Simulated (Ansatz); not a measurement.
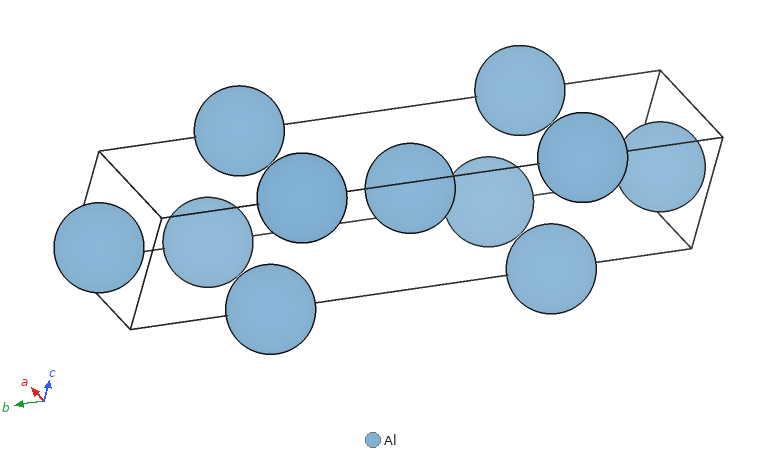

Crystal structure, spheres-only style, seen from a general direction. One conventional unit cell is framed, with atoms on its boundary repeated. Cell: a = 2.836 Å, b = 9.322 Å, c = 2.836 Å, α = 90.00°, β = 120.00°, γ = 90.00°.

What structure is drawn here?

The element is aluminium. The atoms follow space group Pm (No. 6); the Bravais lattice is primitive monoclinic. The cell holds four atoms. Each Al atom is coordinated by twelve Al at about 2.8 to 2.9 Å.

The initial geometry was a structure listed in the Materials Project. The cell was then strained or its atoms displaced on purpose. A calculation with Ansatz used it as input.
